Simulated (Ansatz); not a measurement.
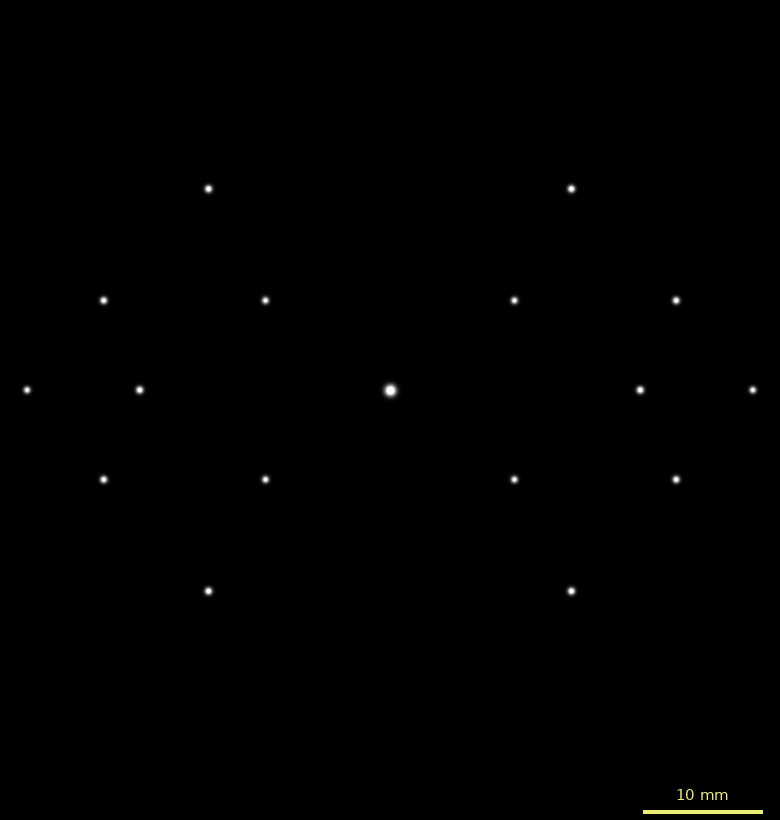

Simulated X-ray rotation photograph: Cu Kα radiation (λ = 1.5418 Å), cylindrical film of radius 28.65 mm unrolled, rotation axis vertical and normal to the beam, kinematic intensities without Lorentz or polarisation factors, the film spanning ±63° about the beam; spots down to d = 1.51 Å.

Question: Measure the layer lines and find the identity period along the axis.

Answer: The first layer line lies 7.6 mm from the equator, so tan ν = 0.264, sin ν = 0.255 and the period is λ/sin ν = 6.05 Å. Further lines follow at 17.0 mm.

The crystal is Al, space group Fd-3m (No. 227), a = 6.05 Å. Structure: the end point of a relaxation with DFT, PBE, plane waves (420 eV) with PAW, scalar-relativistic (Ansatz 0.2.0); the starting structure was generated, so it need not be a known form of this composition.

Question: About which axis was it rotated?

Answer: About [001] (or an equivalent direction), whose length in the conventional cell is 6.047 Å.
